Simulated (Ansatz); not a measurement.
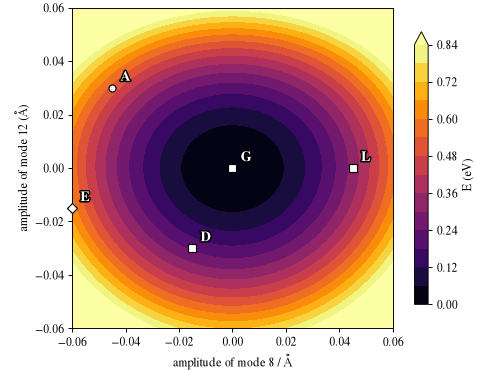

C (P6/mmm, No. 191; 4 atoms in the cell). 
- The energy is mapped over two normal modes frozen in (zone-centre modes of the 4-atom cell of this scan, which folds in the wave vector (0, 1/2, 0) of the primitive cell).
- First axis: amplitude of mode 8 (1337 cm⁻¹), largest displacement. Second axis: amplitude of mode 12 (1586 cm⁻¹), largest displacement.
- Nothing is relaxed (the cell and all other modes fixed).
- Grid: 9 × 9 points; 45 points were computed and 36 follow by symmetry.
- Points are written as (first, second).
- All energies are given in eV per cell relative to the lowest grid point.
- Theory: Ansatz 0.2.0, DFT PBEsol+D3(BJ), scalar-relativistic, plane waves, PAW. Settings: cutoff 520 eV, k-mesh 18×12×10 in the order of the run's cell vectors, gaussian smearing 0.15 eV, no spin polarisation.

In the figure: filled contours, one colour for all values above the top of the scale, lettered points. Between grid points the surface is interpolated.

Is E the lowest point of the computed grid?

No. E lies 0.63 eV above the lowest grid point, which is at (0.000 Å, 0.000 Å).

Rank the lettered points by energy, lowest first.

G (0.00 eV), D (0.23 eV), L (0.32 eV), A (0.52 eV), E (0.63 eV).

What kind of point is each of A, D, G, L: minimum, saddle, maximum or slope?

A: on a slope; D: on a slope; G: minimum; L: on a slope. (In these two coordinates alone; a stationary point may lie a little off the grid point.)

PAW datasets: the set soft_1.
